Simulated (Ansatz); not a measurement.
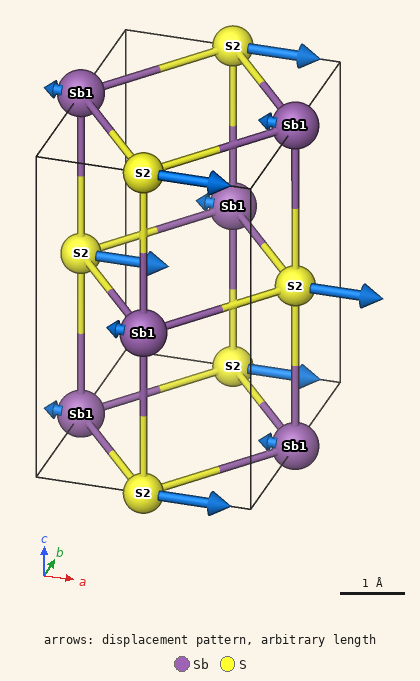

Lattice vibrations of solid SbS (a generated structure), at the zone centre. The optical levels lie at 77, 109, 122 cm⁻¹. One mode is drawn. Displacements are drawn as blue arrows; their common scale and sign are arbitrary. The picture is a ball-and-stick view of the conventional cell (2 times the calculation's cell), seen from a free direction. Lengths and directions refer to the drawn axes.

The calculation used DFT PBE, scalar-relativistic, plane waves, PAW in Ansatz 0.2.0. Set-up: plane-wave cutoff 420 eV; k-point mesh 20 × 20 × 20; occupations fermi dirac; smearing width 0.15 eV; no spin polarisation.

The frequencies depend somewhat on the k-mesh and the smearing.

> Which of these frequencies is the drawn mode's?

The level at 77 cm⁻¹. This is the B₃u mode, the lowest optical level, infrared-active by symmetry. The S sublattice moves against the Sb sublattice, along a; the kinetic energy is shared as S 79 %, Sb 21 %. The crystal is a metal, so free carriers screen the infrared response.
